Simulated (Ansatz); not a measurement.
```
Ti Al
1.0
     2.80770    0.00000    0.00000
     0.00000    2.80770    0.00000
     0.00000    0.00000    4.05252
Ti Al
1 1
Cartesian
  0.0000 0.0000 0.0000
  1.4038 1.4038 2.0263
```

Space group P4/mmm.

Theory: Ansatz 0.2.0, Kohn-Sham DFT of a periodic cell, PBE, Ansatz PAW.

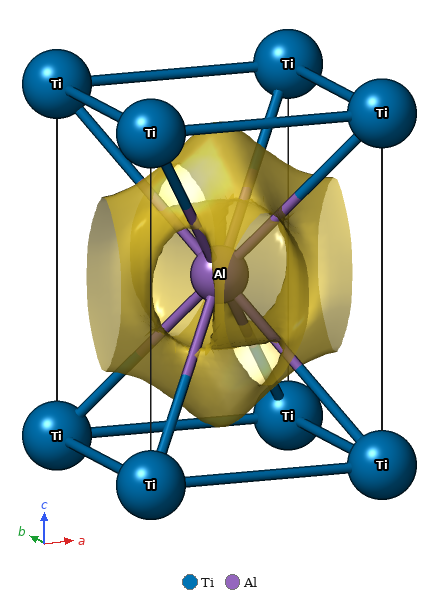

TiAl. Isosurface of the electron localisation function at 0.6 (yellow), seen slightly off an axis. Only the valence region is drawn (cores and ρ < 0.01 e/Å³ removed). Sticks mark near contacts.

Core electrons are frozen (PAW), and the valence fields are smoothed inside the atomic spheres.

> Describe the localisation domains.

The ELF exceeds this value in sheets that run through the cell in two directions, counted in one cell of 2 atoms. Any copies at cell faces, edges or corners count once.

Values along the shortest contacts:
Ti–Ti (2.81 Å): the ELF is about 0.30 at the midpoint; no localised pair shows between them. Al–Al (2.81 Å): the ELF peaks at about 0.70 between the atoms.

> Does the calculation make it a metal, or give it a gap?

It is metallic or semimetallic at this level of theory: no gap opens.
